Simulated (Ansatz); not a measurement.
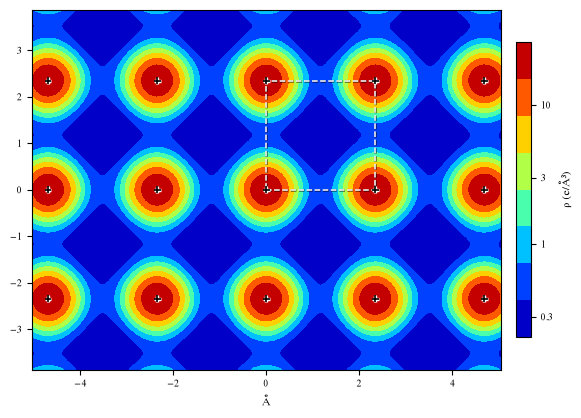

The valence pseudo-density on a plane through atoms (crosses mark nuclei in the plane).

Theory: DFT, r2SCAN, plane waves (500 eV) with PAW, scalar-relativistic (Ansatz).

Candidates:
A. B, a = 1.68 Å, b = 1.68 Å, c = 15.32 Å, α = 90.00°, β = 90.00°, γ = 120.00°. Space group P6₃/mmc; set up as B, dhcp; a generated structure, not necessarily the stable one; changed on purpose from its base cell (volume × 0.96); computed pressure about 6 GPa in this cell.
B. Hf, a = 5.16 Å, b = 5.16 Å, c = 3.21 Å, α = 90.00°, β = 90.00°, γ = 120.00°. Space group P6/mmm; set up as Hf, omega (AlB2-type); a generated structure, not necessarily the stable one; changed on purpose from its base cell (volume × 1.12); computed pressure about −10 GPa in this cell.
C. Mn, a = 2.35 Å, b = 2.35 Å, c = 2.35 Å, α = 90.00°, β = 90.00°, γ = 90.00°. Space group Pm-3m; set up as Mn, simple cubic; a generated structure, not necessarily the stable one; changed on purpose from its base cell (volume × 1.12); computed pressure about −20 GPa in this cell; computed without spin polarisation.

### Which candidate gave the map?

Candidate C: Mn on the (100) plane of the conventional cell, which holds Mn. Mn–Mn (2.35 Å): ρ at the midpoint is about 0.45 e/Å³.
